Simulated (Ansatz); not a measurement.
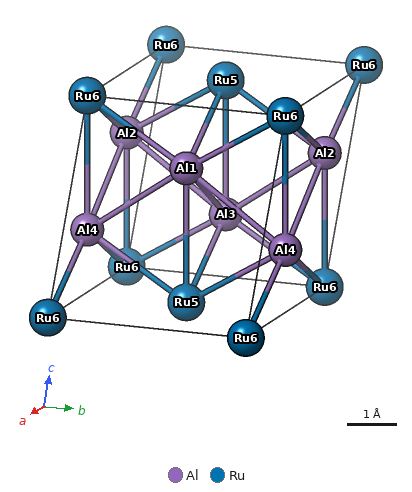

The input geometry (ball-and-stick view of the cell of the calculation, seen slightly off an axis; atoms are numbered from 1 in the order of the input). An atom can appear more than once, as a periodic image.

# Run report: Al2Ru, geometry relaxation

Al2Ru (I4/mmm, 6 atoms in the cell), computed with DFT PBEsol, scalar-relativistic, plane waves, PAW, no spin polarisation (Ansatz 0.2.0).

The structure derives from a Materials Project entry. It belongs to a series of runs on one base structure; here: 0 of 4 Al sites taken by Sb, cell and atoms relaxed. Figures and captions count atoms from 1; the log counts them from 0 in places.

Input file
```yaml
crystal:
  lattice:
    - [-3.121357763, -3.121357763, 0.0]
    - [-3.121357763, 3.121357763, 0.0]
    - [1.5606788815, 1.5606788815, -4.2115520768]
  atoms:
    - { symbol: Al, position: [0.8409239175, 0.5, 0.6818478351] }
    - { symbol: Al, position: [0.3409239175, 0.0, 0.6818478351] }
    - { symbol: Al, position: [0.1590760825, 0.5, 0.3181521649] }
    - { symbol: Al, position: [0.6590760825, 0.0, 0.3181521649] }
    - { symbol: Ru, position: [0.5, 0.5, 0.0] }
    - { symbol: Ru, position: [1.0, 0.0, 0.0] }
basis:
  ecutwfc: 420
kpoints:
  mp_grid: { grid: [10, 8, 10] }
hamiltonian:
  xc: pbesol
scf:
  occupations: { method: gaussian, width: 0.1 }
output:
  forces: true
  stress: true
  eigenvalues: true
relax:
  adjacent_minimum: "off"
  f_tol: 0.015
  max_steps: 60
  cell: { stress_tol: 0.15 }
```

Launched with:
```bash
ansatz run input.yaml --threads 1 --pin off --max-ram 2560MiB --backend cpu --events-out ev --progress --plain --runs-dir out
```

Log
```
Engine: ansatz 0.2.0, x86_64-unknown-linux-gnu
Pseudopotentials: kind: paw
Pseudopotential: Al, paw, valence charge 3, recommended cutoff 420 eV (normal), Al.paw.azcp
Pseudopotential: Ru, paw, valence charge 16, recommended cutoff 420 eV (normal), Ru.paw.azcp
Functional definition: PBEsol
  exchange = pbesol_x
  correlation = pbesol_c
Crystal: 6 atoms, lattice volume = 82.065 Å³
Basis set: ecut = 420 eV, 1595 PW (Γ), exchange–correlation on 60×60×64 points (8 copies of the dense FFT grid, shifted against one another)
Bands: 28, of which v1, the nominal top of the filled ones, is band 22 counted from 1 (21 counted from 0)
Symmetry: 16 space group operations
Space group: I4/mmm (ITA 139), of the structure as read, at distance tolerance 4.3e-5 Å
k-points: 155 of 800
Non-local potential: Al, projectors of the file, l = 0: 2, l = 1: 2, l = 2: 1
Non-local potential: Ru, projectors of the file, l = 0: 3, l = 1: 2, l = 2: 2, l = 3: 1
PAW form: soft (Blöchl's): semilocal exchange-correlation on the pseudo side does not see the compensation charge
PAW frozen core: Al, regenerated for the run's functional, and the local potential with it (the file was generated under x = pbe(κ = 0.804, μ = 0.2195149727645171), c = pbe(β = 0.06672455060314922))
PAW frozen core: Ru, regenerated for the run's functional, and the local potential with it (the file was generated under x = pbe(κ = 0.804, μ = 0.2195149727645171), c = pbe(β = 0.06672455060314922))
PAW one-centre angular grid: Al, 110 points (default); XC on 64 Gauss nodes
PAW one-centre angular grid: Ru, 590 points (default); XC on 64 Gauss nodes
Initial density: superposition of atomic densities (neutral atoms: chi_scale 0, normalization atom), corrected by the library's trained network
Initial wavefunctions: pseudopotential atomic-orbital guess
Functional: x = pbesol(κ = 0.804, μ = 0.12345679012345678), c = pbesol(β = 0.046)
SCF iter   1: F=—  HF=-13735.161211 eV  |F-HF|=—  |Δ(HF+E_count)|=         —  Δρ=8.47e-3  dr2=7.56e-2  ethr=1.77e-3  ⟨swp⟩=7.0  Hψ=20408  notcnv=0
preconditioner: auto → Kerker (q_TF=auto, 2.459 Å⁻¹)  [metal: Δε(μ)=0.062 eV  Ē_g=6.583 eV  σ=0.100 eV  W_gap=0.34  n_scr=20 (ndim 8)  ℏωp=21.7 eV  f_vac=0.000  D(μ)=0.33/eV (n_scr^D=0)]
SCF iter   2: F=—  HF=-13735.149894 eV  |F-HF|=—  |Δ(HF+E_count)|=   1.13e-2  Δρ=3.56e-3  dr2=1.43e-2  ethr=1.72e-4  ⟨swp⟩=1.0  Hψ=5580  notcnv=0  defer=1
SCF iter   3: F=—  HF=-13735.147179 eV  |F-HF|=—  |Δ(HF+E_count)|=   2.71e-3  Δρ=7.42e-4  dr2=5.40e-4  ethr=3.24e-5  ⟨swp⟩=2.1  Hψ=5263  notcnv=0  defer=1
SCF iter   4: F=—  HF=-13735.147024 eV  |F-HF|=—  |Δ(HF+E_count)|=   1.55e-4  Δρ=1.07e-4  dr2=1.04e-5  ethr=1.23e-6  ⟨swp⟩=2.2  Hψ=6565  notcnv=0  defer=1
SCF iter   5: F=—  HF=-13735.146969 eV  |F-HF|=—  |Δ(HF+E_count)|=   5.52e-5  Δρ=2.23e-5  dr2=3.65e-7  ethr=2.37e-8  ⟨swp⟩=2.1  Hψ=7368  notcnv=0  defer=1
SCF iter   6: F=-13735.146969 eV  HF=-13735.146969 eV  |F-HF|=2.08e-8  |Δ(HF+E_count)|=   9.03e-8  Δρ=6.39e-6  dr2=3.24e-8  ethr=2.27e-10  ⟨swp⟩=7.7  Hψ=18771  notcnv=0
SCF 1 converged in 6 iterations: F = -13735.146969 eV  dr2 = 3.24e-8
  greatest PAW one-centre occupation: 0.999 electrons in one spin orbital (limit 2), on the Ru atom at site 5 (counted from 0), in its partial waves of l = 0
relax step   1: F+E_penalty+E_count = -13735.14696883 eV  Δ(F+E_penalty+E_count) = +0.000e0 eV  max|allowed force component| = 6.426e-4 eV/Å  Δτ_max = 0.0000 Å  P = -0.005 GPa  Ω = 82.065 Å³  (6 SCF iters, dr2 threshold 1.00e-7 eV, accepted)
Initial density: handed on by an earlier stage of this run
Initial wavefunctions: pseudopotential atomic-orbital guess (no wavefunctions were taken with the density)
iter 1 solved again at ethr=7.89e-8 eV; its pass at ethr=3.10e-3 eV (dr2=3.47e-5 eV) is discarded
SCF iter   1: F=—  HF=-13735.147020 eV  |F-HF|=—  |Δ(HF+E_count)|=         —  Δρ=6.48e-6  dr2=2.97e-8  ethr=7.89e-8  ⟨swp⟩=3.0  Hψ=30967  notcnv=0
preconditioner: auto → Kerker (q_TF=auto, 2.459 Å⁻¹)  [metal: Δε(μ)=0.132 eV  Ē_g=6.583 eV  σ=0.100 eV  W_gap=0.49  n_scr=20 (ndim 8)  ℏωp=21.7 eV  f_vac=0.000  D(μ)=0.47/eV (n_scr^D=0)]
SCF iter   2: F=—  HF=-13735.146969 eV  |F-HF|=—  |Δ(HF+E_count)|=   5.10e-5  Δρ=3.52e-6  dr2=9.22e-9  ethr=6.75e-11  ⟨swp⟩=2.1  Hψ=7748  notcnv=0
iter 3 did not close the SCF: its close was put off for the readings that it lacked (scf_convergence_deferred on its scf_iter line)
SCF iter   3: F=-13735.146969 eV  HF=-13735.146969 eV  |F-HF|=3.04e-10  |Δ(HF+E_count)|=   1.90e-9  Δρ=8.39e-7  dr2=5.35e-10  ethr=2.09e-11  ⟨swp⟩=2.2  Hψ=6287  notcnv=0
iter 4 did not close the SCF: its close was put off for the readings that it lacked (scf_convergence_deferred on its scf_iter line)
SCF iter   4: F=-13735.146969 eV  HF=-13735.146969 eV  |F-HF|=6.37e-11  |Δ(HF+E_count)|=  9.09e-11  Δρ=3.54e-7  dr2=1.14e-10  ethr=1.21e-12  ⟨swp⟩=1.7  Hψ=4475  notcnv=0
iter 5 did not close the SCF: its close was put off for the readings that it lacked (scf_convergence_deferred on its scf_iter line)
SCF iter   5: F=-13735.146969 eV  HF=-13735.146969 eV  |F-HF|=5.46e-12  |Δ(HF+E_count)|=  3.09e-11  Δρ=9.53e-8  dr2=9.35e-12  ethr=1.00e-12  ⟨swp⟩=1.0  Hψ=4339  notcnv=0
SCF iter   6: F=-13735.146969 eV  HF=-13735.146969 eV  |F-HF|=0.00e0  |Δ(HF+E_count)|=  3.64e-12  Δρ=2.23e-8  dr2=2.98e-13  ethr=1.00e-12  ⟨swp⟩=2.1  Hψ=11769  notcnv=0
SCF 2 converged in 6 iterations: F = -13735.146969 eV  dr2 = 2.98e-13
relax step   2: F+E_penalty+E_count = -13735.14696884 eV  Δ(F+E_penalty+E_count) = -1.456e-8 eV  max|allowed force component| = 6.346e-4 eV/Å  Δτ_max = 0.0000 Å  P = -0.005 GPa  Ω = 82.065 Å³  stress off target by 3.72e-2 GPa  SCF on the basis re-selected at this cell (its energy is not comparable with the rows above)  (6 SCF iters)
```

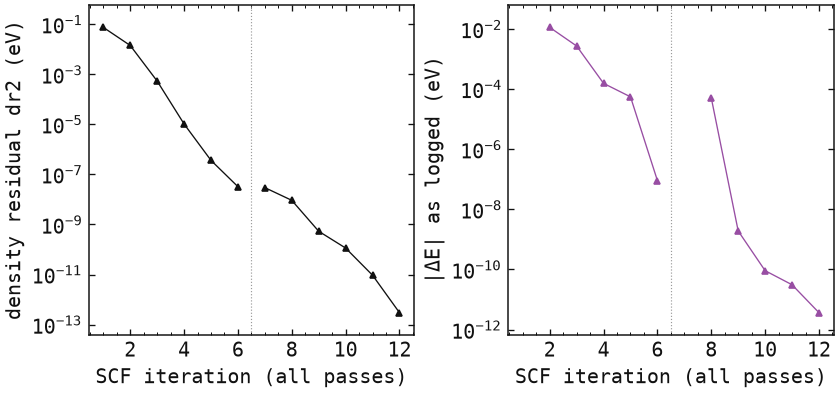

Convergence of the self-consistent field: density residual dr2 and size of the energy change against the SCF iteration. The dotted lines part the SCF passes of the relaxation: geometry steps, rejected trials and re-solves on a re-selected basis. The passes take 6 and 6 iterations.

```
basis re-selected at this cell: Δ(F+E_penalty+E_count) = -1.456e-8 eV, ΔP = +0.000 GPa vs the last step (what re-selecting the basis moved, of the pressure what is left beyond the Pulay correction that the steps carried, after the strain that the cell walked since its last selection, with what the two solves' SCF thresholds leave and, on support functions, any second-order correction that the steps lacked; it is no measure of the basis error at this ecutwfc). This SCF's stress stands 3.72e-2 GPa from its target on what of the cell is left free (relax.cell.stress_tol is 1.50e-1 GPa) and its largest allowed force component is 6.35e-4 eV/Å (relax.f_tol is 1.50e-2 eV/Å): within both
SCF converged after 6 iterations
Free energy (F): -13735.146969 eV
Harris-Foulkes:  -13735.146969 eV  (|F-HF|=0.00e0)
Internal energy: -13735.144620 eV  (E = F + TS)
E sigma→0 (E₀):  -13735.145795 eV
Entropy (-TS):   -0.002349 eV (-0.391 meV/atom)
Fermi energy:    14.060274 eV
--- Per-component energies (eV) ---
  E_band       = -290.356567
  E_kinetic    = 1133.549460
  E_local      = -4284.650847  (includes V_loc(G=0)·N_el)
  E_nonlocal   = 732.071947
  E_hartree    = 1595.848980
  E_xc         = -542.337307
  E_vxc        = -601.483010  (∫ρ·V_xc dr)
  E_paw        = -8619.750729  (= ΣΔE_a)
  E_vpaw       = -461.541685  (= ΣTr[D̂ρ^β])
  E_aug_tail   = -0.000388  (compensation charges beyond the density's cutoff)
  E_ewald      = -3750.458884
  E_core_change = 0.583148  (= ΣΔE_core)
  E_smearing   = -0.002349  (= −TS)
  E_closure    = -0.000000  (closes the sum)
  Σ components = -13735.146969   (vs F -13735.146969, Δ=0.00e0)
--- Forces (eV/Å), atoms counted from 1 ---
  atom   1  Al    -0.00000000     0.00000000    -0.00063465
  atom   2  Al    -0.00000000     0.00000000    -0.00063465
  atom   3  Al     0.00000000     0.00000000     0.00063465
  atom   4  Al     0.00000000     0.00000000     0.00063465
  atom   5  Ru     0.00000000     0.00000000     0.00000000
  atom   6  Ru     0.00000000     0.00000000     0.00000000
  max |Σ_I F_I| component: 1.04e-17 eV/Å
--- Stress (GPa, compression-positive) ---
        0.010711       0.016622       0.000000
        0.016622       0.010711       0.000000
        0.000000       0.000000      -0.037158
  P = ⅓ Tr σ = -0.0052 GPa (-0.052 kbar)
--- Band table (eV; the first three rows and the last of 155) ---
  k-point 0: bands = ["-58.4708", "-58.4533", "-28.6341", "-28.6338", "-28.5163", "-28.5162", "-28.4387", "-28.4135", "3.1216", "7.5087", "8.6071", "8.9728", "10.2028", "10.5617", "10.6223", "10.9498", "12.0447", "12.0448", "12.0958", "12.7738", "13.0784", "13.6947", "14.3155", "15.8815", "16.0751", "16.4704", "18.6917", "18.8241"]
  k-point 1: bands = ["-58.4708", "-58.4533", "-28.6341", "-28.6339", "-28.5163", "-28.5163", "-28.4390", "-28.4135", "3.2124", "7.5182", "8.3859", "9.0410", "10.0296", "10.1865", "10.8277", "11.2453", "11.9993", "12.0810", "12.0811", "13.0286", "13.0809", "13.3752", "14.3155", "15.7148", "16.4110", "16.8068", "18.5511", "18.8093"]
  k-point 2: bands = ["-58.4708", "-58.4533", "-28.6340", "-28.6339", "-28.5163", "-28.5163", "-28.4396", "-28.4135", "3.4817", "7.5340", "7.7984", "9.2440", "9.5765", "10.1448", "10.6649", "11.7954", "11.9635", "12.1808", "12.1809", "12.7060", "13.0874", "13.4749", "14.3155", "15.3688", "17.1226", "17.6702", "17.9008", "18.4582"]
  k-point 154: bands = ["-58.4620", "-58.4620", "-28.6497", "-28.6497", "-28.5047", "-28.5047", "-28.4260", "-28.4260", "6.8627", "6.8627", "7.5826", "7.5826", "9.2331", "9.2331", "10.9612", "10.9612", "11.4807", "11.4807", "11.6689", "11.6689", "12.6086", "12.6086", "14.5702", "14.5702", "17.0031", "17.0031", "18.9961", "18.9961"]
--- Relaxed structure (1 steps of the walk, 1 accepted, 1 SCFs on fresh bases) ---
  F+E_penalty+E_count = -13735.14696884 eV   max|allowed force component| = 6.346e-4 eV/Å   (the final SCF, on the basis selected at the relaxed cell)
  cell:  # Å, volume = 82.0652 Å³
    - [-3.121357763, -3.121357763, 0.0]
    - [-3.121357763, 3.121357763, 0.0]
    - [1.5606788815, 1.5606788815, -4.2115520768]
  atoms:
    - { symbol: Al, position: [0.8409239175500001, 0.4999999999999999, 0.6818478351] }
    - { symbol: Al, position: [0.34092391755, 0.0, 0.6818478351] }
    - { symbol: Al, position: [0.15907608244999996, 0.4999999999999999, 0.3181521649] }
    - { symbol: Al, position: [0.6590760824499999, 0.0, 0.3181521649] }
    - { symbol: Ru, position: [0.49999999999999994, 0.49999999999999994, 0.0] }
    - { symbol: Ru, position: [0.9999999999999999, 0.0, 0.0] }
```

Trajectory as extended XYZ (Å, eV, eV/Å), 2 frames, from step=1 to step=2
```
6
Lattice="-3.1214 -3.1214 0.0000 -3.1214 3.1214 0.0000 1.5607 1.5607 -4.2116" Properties=species:S:1:pos:R:3:forces:R:3 step=1 energy=-13735.14697 pressure_GPa=-0.01
Al   -3.1214    0.0000   -2.8716    0.0000   0.0000  -0.0006
Al    0.0000    0.0000   -2.8716    0.0000   0.0000  -0.0006
Al   -1.5607    1.5607   -1.3399    0.0000   0.0000   0.0006
Al   -1.5607   -1.5607   -1.3399    0.0000   0.0000   0.0006
Ru   -3.1214    0.0000    0.0000    0.0000   0.0000   0.0000
Ru   -3.1214   -3.1214    0.0000    0.0000   0.0000   0.0000
6
Lattice="-3.1214 -3.1214 0.0000 -3.1214 3.1214 0.0000 1.5607 1.5607 -4.2116" Properties=species:S:1:pos:R:3:forces:R:3 step=2 energy=-13735.14697 pressure_GPa=-0.01
Al   -3.1214    0.0000   -2.8716    0.0000   0.0000  -0.0006
Al    0.0000    0.0000   -2.8716    0.0000   0.0000  -0.0006
Al   -1.5607    1.5607   -1.3399    0.0000   0.0000   0.0006
Al   -1.5607   -1.5607   -1.3399    0.0000   0.0000   0.0006
Ru   -3.1214    0.0000    0.0000    0.0000   0.0000   0.0000
Ru   -3.1214   -3.1214    0.0000    0.0000   0.0000   0.0000
```

Results in brief

| quantity | value |
| --- | --- |
| outcome | converged |
| space group (tolerance 0.01 Å) | I4/mmm (139) |
| electrons treated | 44 |
| free energy | −13735.1470 eV |
| Fermi energy | 14.060 eV |
| gap on the k-point mesh | none (metallic) |
| pressure | −0.01 GPa |
| final volume | 82.07 Å³ |
| largest force (length of the vector) at the end | 0.001 eV/Å |
| final cell | a = 4.414 Å, b = 4.414 Å, c = 4.755 Å, α = 90.00°, β = 117.66°, γ = 90.00° |
| hardware | 1 thread of Intel Xeon @ 2.50GHz (Skylake/Cascade Lake), 192 GiB of memory available, shared host |
| wall time | 54 s |
| peak memory | 0.61 GiB |
